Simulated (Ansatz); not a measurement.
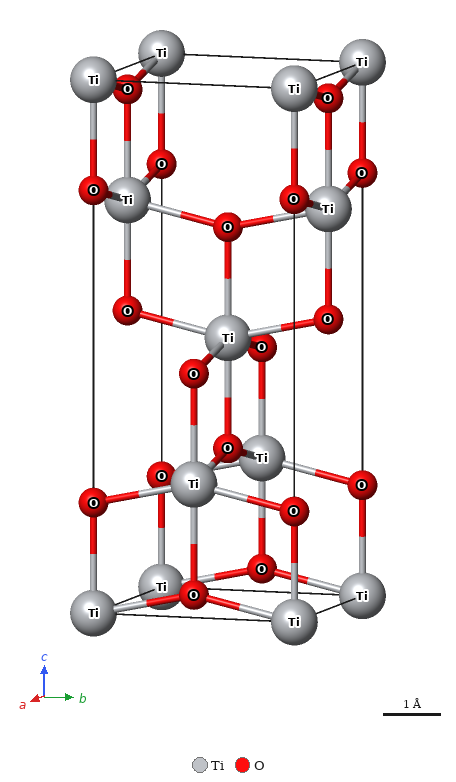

Fig. 1: The structure (ball-and-stick view of the cell 2 times as large as that of the calculation, set on its symmetry axes, seen slightly off an axis). An atom can appear more than once, as a periodic image. Near neighbours in the periodic cell (some may lie outside the picture): Ti has 6 O at 1.93 to 1.99 Å; O has 3 Ti at 1.93 to 1.99 Å.

**Run report: TiO2, band-structure calculation (part 1 of 2)**

System: TiO2 (6 atoms in the cell).
Method: DFT, PBE0, plane waves, PAW, no spin polarisation (Ansatz 0.2.0).

The structure derives from a Materials Project entry. The geometry comes from this level: r2SCAN. Figures and captions count atoms from 1; the log counts them from 0 in places.

## The program's output
```
Warning: output.stress: scf.convergence.dr2_threshold = 1e-7 eV (the SCF's general default) is looser than the 6e-10 eV advised for a printed stress (1e-10 eV for each atom of the cell: 6). What an SCF threshold leaves in a stress goes as its square root, and in the free energy as the threshold itself, and one threshold admits the most on a small cell: of the crystals measured, under no hybrid functional and no lock of the moments, on runs that ended without the residual-converged pass, on stresses that held no estimate of that error, the worst erred by over 100 MPa in a component at 1e-7 eV an atom and by under 5 at 1e-10. Set scf.convergence.dr2_threshold to 6e-10 eV or tighter. The threshold is an SCF's pass mark: one that does not reach it within its budget of iterations ends unconverged, or closes short of it on a stop that the run arms, and scf.convergence.dr2_threshold's page says what that costs each kind of run
Warning: output.stress: scf.exx.energy_threshold = 1e-6 eV is looser than the 6e-8 eV advised for a stress under a hybrid functional (1e-8 eV for each atom of the cell: 6). Every SCF of the exchange loop can meet its threshold on dr2 while the loop round them stops early: no threshold on dr2 bounds what that leaves in the stress. Set scf.exx.energy_threshold to 6e-8 eV or tighter. The threshold is the loop's pass mark: a loop that does not reach it within its budget of cycles ends unconverged, and scf.exx.energy_threshold's page has the law
scf.n_extra_bands = 5 over 24 filled bands (N_el = 48.0): the run solves 29 bands
Engine: ansatz 0.2.0, aarch64-unknown-linux-gnu
Pseudopotentials: kind: paw
Pseudopotential: Ti, paw, valence charge 12, recommended cutoff 420 eV (normal), Ti.paw.azcp
Pseudopotential: O, paw, valence charge 6, recommended cutoff 420 eV (normal), O.paw.azcp
Functional definition: PBE0
  parameter a = 0.25
  parameter kappa = 0.804
  parameter beta = 0.06672455060314922
  exchange = (1 - a)*pbe_x(kappa = kappa, mu = beta*pi^2/3) + a*exact_x
  correlation = pbe_c(beta = beta)
davidson cushion auto → on  (no smearing: the cushion is to keep the highest requested band from converging to the state above it; pin scf.eigensolver.cushion to override)
Crystal: 6 atoms, lattice volume = 68.386 Å³
Basis set: ecut = 420 eV, 1317 PW (Γ), exchange–correlation on 80×80×80 points (8 copies of the dense FFT grid, shifted against one another)
Bands: 29, of which v1, the nominal top of the filled ones, is band 24 counted from 1 (23 counted from 0)
Symmetry: 16 space group operations
Space group: I41/amd (ITA 141), of the structure as read, at distance tolerance 4.1e-5 Å
k-points: 30 of 216
Non-local potential: Ti, projectors of the file, l = 0: 3, l = 1: 2, l = 2: 3, l = 3: 1
Non-local potential: O, projectors of the file, l = 0: 2, l = 1: 2, l = 2: 1
PAW form: soft (Blöchl's): semilocal exchange-correlation on the pseudo side does not see the compensation charge
PAW frozen core: Ti, regenerated for the run's functional, and the local potential with it (the file was generated under x = pbe(κ = 0.804, μ = 0.2195149727645171), c = pbe(β = 0.06672455060314922))
PAW frozen core: O, regenerated for the run's functional, and the local potential with it (the file was generated under x = pbe(κ = 0.804, μ = 0.2195149727645171), c = pbe(β = 0.06672455060314922))
PAW one-centre angular grid: Ti, 590 points (default); XC on 64 Gauss nodes
PAW one-centre angular grid: O, 110 points (default); XC on 64 Gauss nodes
Initial density: superposition of atomic densities (neutral atoms: chi_scale 0, normalization atom), corrected by the library's trained network
Initial wavefunctions: pseudopotential atomic-orbital guess
Functional: x = pbe(κ = 0.804, μ = 0.2195149727645171), c = pbe(β = 0.06672455060314922), warm-up for x = 0.75 pbe(κ = 0.804, μ = 0.2195149727645171) + 0.25 exact, c = pbe(β = 0.06672455060314922)
SCF iter   1: F=—  HF=-7277.482881 eV  |F-HF|=—  |Δ(HF+E_count)|=         —  Δρ=3.55e-3  dr2=3.61e-3  ethr=1.77e-3  ⟨swp⟩=5.3  Hψ=3737  notcnv=0
preconditioner: auto → none  [insulator: Δε(μ)=2.214 eV  Ē_g=9.520 eV  n_scr=14 (ndim 8)  ℏωp=25.4 eV  f_vac=0.104]
SCF iter   2: F=—  HF=-7277.486504 eV  |F-HF|=—  |Δ(HF+E_count)|=   3.62e-3  Δρ=2.78e-3  dr2=4.35e-3  ethr=7.52e-6  ⟨swp⟩=4.7  Hψ=3233  notcnv=0
SCF iter   3: F=—  HF=-7277.486217 eV  |F-HF|=—  |Δ(HF+E_count)|=   2.87e-4  Δρ=1.53e-3  dr2=9.78e-4  ethr=7.52e-6  ⟨swp⟩=3.5  Hψ=2202  notcnv=0
SCF iter   4: F=-7277.486324 eV  HF=-7277.486346 eV  |F-HF|=2.22e-5  |Δ(HF+E_count)|=   1.29e-4  Δρ=5.43e-4  dr2=1.16e-4  ethr=2.04e-6  ⟨swp⟩=2.0  Hψ=1920  notcnv=0
SCF 1 stopped early in 4 iterations: F = -7277.486324 eV  dr2 = 1.16e-4
  greatest PAW one-centre occupation: 0.999 electrons in one spin orbital (limit 2), on the Ti atom at site 1 (counted from 0), in its partial waves of l = 0
Initial density: handed on by an earlier stage of this run
Initial wavefunctions: those handed on with the density
Functional: x = 0.75 pbe(κ = 0.804, μ = 0.2195149727645171) + 0.25 exact, c = pbe(β = 0.06672455060314922)
Frozen-core exchange: fock
SCF iter   1: F=—  HF=-7277.030940 eV  |F-HF|=—  |Δ(HF+E_count)|=         —  Δρ=3.12e-2  dr2=9.15e-1  ethr=2.41e-6  ⟨swp⟩=7.0  Hψ=5063  notcnv=0
preconditioner: auto → none  [insulator: Δε(μ)=5.247 eV  Ē_g=13.284 eV  n_scr=14 (ndim 8)  ℏωp=25.4 eV  f_vac=0.103]
SCF iter   2: F=—  HF=-7276.868436 eV  |F-HF|=—  |Δ(HF+E_count)|=   1.63e-1  Δρ=2.69e-2  dr2=4.79e-1  ethr=2.41e-6  ⟨swp⟩=6.9  Hψ=4410  notcnv=0  defer=5
SCF iter   3: F=—  HF=-7276.764716 eV  |F-HF|=—  |Δ(HF+E_count)|=   1.04e-1  Δρ=3.96e-3  dr2=1.76e-2  ethr=2.41e-6  ⟨swp⟩=5.5  Hψ=3881  notcnv=0
SCF iter   4: F=—  HF=-7276.830381 eV  |F-HF|=—  |Δ(HF+E_count)|=   6.57e-2  Δρ=4.85e-3  dr2=2.17e-2  ethr=2.41e-6  ⟨swp⟩=4.0  Hψ=3216  notcnv=0
SCF iter   5: F=—  HF=-7276.824274 eV  |F-HF|=—  |Δ(HF+E_count)|=   6.11e-3  Δρ=7.61e-4  dr2=3.10e-4  ethr=2.41e-6  ⟨swp⟩=4.6  Hψ=3107  notcnv=0
SCF iter   6: F=—  HF=-7276.825979 eV  |F-HF|=—  |Δ(HF+E_count)|=   1.71e-3  Δρ=6.07e-4  dr2=3.04e-4  ethr=2.87e-7  ⟨swp⟩=3.9  Hψ=2802  notcnv=0
iter 7 solved again at ethr=3.72e-9 eV; its pass at ethr=2.87e-7 eV (dr2=1.79e-6 eV) is discarded
SCF iter   7: F=-7276.825902 eV  HF=-7276.825897 eV  |F-HF|=5.10e-6  |Δ(HF+E_count)|=   8.19e-5  Δρ=5.84e-5  dr2=7.11e-6  ethr=3.72e-9  ⟨swp⟩=3.3  Hψ=4624  notcnv=0
SCF 2 stopped early in 7 iterations: F = -7276.825902 eV  dr2 = 7.11e-6
  Residual-converged pass: ⟨swp⟩=3.0  Hψ=2358  notcnv=0  max |occ|·‖R‖ = 6.3e-6 eV (tolerance 6.7e-6 eV)  dr2=7.08e-6  dr2_onsite=2.75e-7  max |Δocc| = 0.0e0
  greatest PAW one-centre occupation: 1.000 electrons in one spin orbital (limit 2), on the Ti atom at site 1 (counted from 0), in its partial waves of l = 0
hybrid outer 1: dexx = +7.701e-2 eV, tail = 2.02e-4 eV
Frozen-core exchange: fock
SCF iter   1: F=—  HF=-7276.825440 eV  |F-HF|=—  |Δ(HF+E_count)|=         —  Δρ=2.83e-4  dr2=5.78e-5  ethr=2.10e-6  ⟨swp⟩=3.0  Hψ=2183  notcnv=0
preconditioner: auto → none  [insulator: Δε(μ)=4.445 eV  Ē_g=12.525 eV  n_scr=14 (ndim 8)  ℏωp=25.4 eV  f_vac=0.105]
SCF iter   2: F=—  HF=-7276.825426 eV  |F-HF|=—  |Δ(HF+E_count)|=   1.39e-5  Δρ=4.08e-5  dr2=1.77e-6  ethr=1.15e-7  ⟨swp⟩=3.9  Hψ=2412  notcnv=0
SCF iter   3: F=—  HF=-7276.825437 eV  |F-HF|=—  |Δ(HF+E_count)|=   1.12e-5  Δρ=3.19e-5  dr2=7.17e-7  ethr=7.67e-10  ⟨swp⟩=4.9  Hψ=3218  notcnv=0
SCF iter   4: F=—  HF=-7276.825437 eV  |F-HF|=—  |Δ(HF+E_count)|=   2.26e-7  Δρ=3.74e-6  dr2=1.90e-7  ethr=7.67e-10  ⟨swp⟩=4.0  Hψ=2460  notcnv=0
SCF iter   5: F=—  HF=-7276.825438 eV  |F-HF|=—  |Δ(HF+E_count)|=   9.80e-7  Δρ=1.00e-5  dr2=6.21e-8  ethr=7.21e-12  ⟨swp⟩=5.7  Hψ=3458  notcnv=0  defer=5
SCF iter   6: F=—  HF=-7276.825438 eV  |F-HF|=—  |Δ(HF+E_count)|=   1.57e-8  Δρ=5.40e-7  dr2=2.69e-8  ethr=7.21e-12  ⟨swp⟩=4.5  Hψ=3025  notcnv=0
SCF iter   7: F=—  HF=-7276.825438 eV  |F-HF|=—  |Δ(HF+E_count)|=   1.12e-7  Δρ=3.52e-6  dr2=5.38e-9  ethr=1.41e-12 (applied; sched 1.00e-12)  ⟨swp⟩=6.0  Hψ=3472  notcnv=0  reapply=1
SCF iter   8: F=-7276.825438 eV  HF=-7276.825438 eV  |F-HF|=9.37e-10  |Δ(HF+E_count)|=   1.32e-8  Δρ=1.68e-6  dr2=1.23e-9  ethr=1.36e-12 (applied; sched 1.00e-12)  ⟨swp⟩=5.9  Hψ=3184  notcnv=0
SCF 3 converged in 8 iterations: F = -7276.825438 eV  dr2 = 1.23e-9
  Residual-converged pass: ⟨swp⟩=2.0  Hψ=1614  notcnv=0  max |occ|·‖R‖ = 6.6e-7 eV (tolerance 7.7e-7 eV)  dr2=1.23e-9  dr2_onsite=9.73e-11  max |Δocc| = 0.0e0
hybrid outer 2: dexx = +1.827e-5 eV, tail = 1.15e-7 eV, Δε = 8.06e-3 eV (about 2.10e-4 eV left of the loop's levels), ΔF = 5.47e-3 eV/Å (tail 1.12e-3)
Frozen-core exchange: fock
SCF iter   1: F=—  HF=-7276.825440 eV  |F-HF|=—  |Δ(HF+E_count)|=         —  Δρ=6.77e-6  dr2=3.58e-8  ethr=1.20e-9  ⟨swp⟩=4.8  Hψ=2239  notcnv=0
preconditioner: auto → none  [insulator: Δε(μ)=4.439 eV  Ē_g=12.519 eV  n_scr=14 (ndim 8)  ℏωp=25.4 eV  f_vac=0.105]
SCF iter   2: F=-7276.825440 eV  HF=-7276.825440 eV  |F-HF|=3.95e-9  |Δ(HF+E_count)|=   2.86e-9  Δρ=4.07e-6  dr2=4.90e-9  ethr=7.13e-11  ⟨swp⟩=4.8  Hψ=2836  notcnv=0
SCF 4 converged in 2 iterations: F = -7276.825440 eV  dr2 = 4.90e-9
  Residual-converged pass: ⟨swp⟩=3.0  Hψ=1944  notcnv=0  max |occ|·‖R‖ = 1.3e-6 eV (tolerance 1.3e-6 eV)  dr2=4.91e-9  dr2_onsite=9.19e-10  max |Δocc| = 0.0e0
```

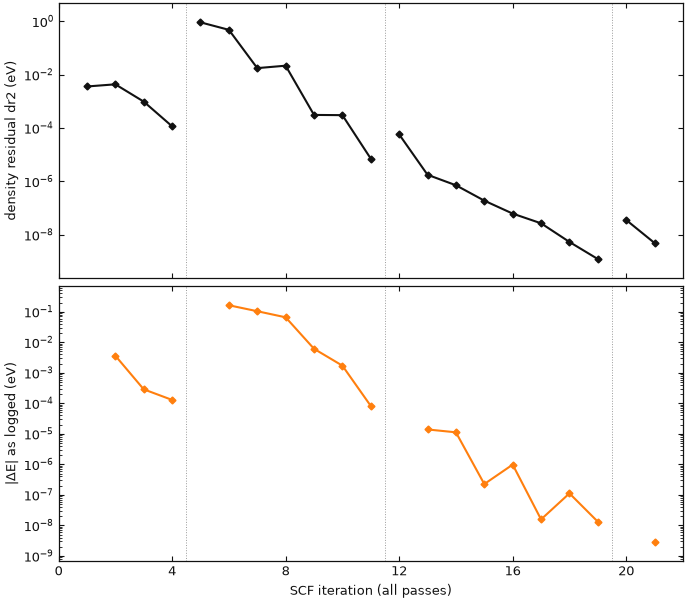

Fig. 2: Convergence of the self-consistent field: density residual dr2 and size of the energy change against the SCF iteration. The run starts with a semilocal functional; after that each stretch between dotted lines is one SCF of the hybrid functional between two exact rebuilds of the exchange operator by the outer loop. Early passes are stopped at a loose threshold. The passes take 4, 7, 8 and 2 iterations.

```
hybrid outer 3: dexx = +1.741e-8 eV, tail = 1.17e-8 eV, Δε = 2.44e-4 eV (about 7.79e-5 eV left of the loop's levels), ΔF = 5.41e-5 eV/Å (tail 2.24e-4)
the search or the solves at the SCF's close seem to have found levels that the self-consistency loop had missed (the run counts 1). By its estimate they hold under 1e-12 electrons; where the run keeps them, the occupations were computed again with them
NSCF: frozen V_eff on 11 k-points
hybrid SCF converged: 3 outer / 17 inner (+4 warm-up), last move |dexx| = 1.74e-8 eV, tail = 1.17e-8 eV
Stability not checked: this state was not tested for a lower state beside it, because the functional holds exact exchange (a hybrid, or Hartree-Fock), whose exchange loop this test does not read (fock_operator; see scf.lower_state_search)
Free energy (F): -7276.825440 eV
Frozen-core exchange: fock
Harris-Foulkes:  -7276.825440 eV  (|F-HF|=3.95e-9)
Internal energy: -7276.825440 eV  (E = F + TS)
E sigma→0 (E₀):  -7276.825440 eV
Fermi energy:    5.833057 eV
--- Per-component energies (eV) ---
  E_band       = -592.940192
  E_kinetic    = 1250.328675
  E_local      = -3555.616167  (includes V_loc(G=0)·N_el)
  E_nonlocal   = 185.824339
  E_hartree    = 1373.086851
  E_xc         = -381.505357
  E_vxc        = -482.908058  (∫ρ·V_xc dr)
  E_exx        = -177.073153  (= α·E_x^exact, valence–valence)
  E_paw        = -2654.461290  (= ΣΔE_a)
  E_vpaw       = -382.607337  (= ΣTr[D̂ρ^β])
  E_aug_tail   = 0.009998  (compensation charges beyond the density's cutoff)
  E_ewald      = -3316.983040
  E_core_change = -0.436295  (= ΣΔE_core)
  E_smearing   = -0.000000  (= −TS)
  E_closure    = -0.000000  (closes the sum)
  Σ components = -7276.825440   (vs F -7276.825440, Δ=0.00e0)
--- Forces (eV/Å), atoms counted from 1 ---
  atom   1  Ti     0.00000000     0.00000000     0.00000000
  atom   2  Ti    -0.00000000    -0.00000000    -0.00000000
  atom   3  O     -0.00000000     0.00000000    -0.16113182
  atom   4  O      0.00000000     0.00000000    -0.16113182
  atom   5  O     -0.00000000     0.00000000     0.16113182
  atom   6  O      0.00000000     0.00000000     0.16113182
  max |Σ_I F_I| component: 2.78e-17 eV/Å
--- Stress (GPa, compression-positive) ---
       -2.503637      -0.000000       0.000000
       -0.000000      -2.503637      -0.000000
        0.000000       0.000000      -3.119397
  P = ⅓ Tr σ = -2.7089 GPa (-27.089 kbar)
--- Band table (eV; the first three rows and the last of 30) ---
```
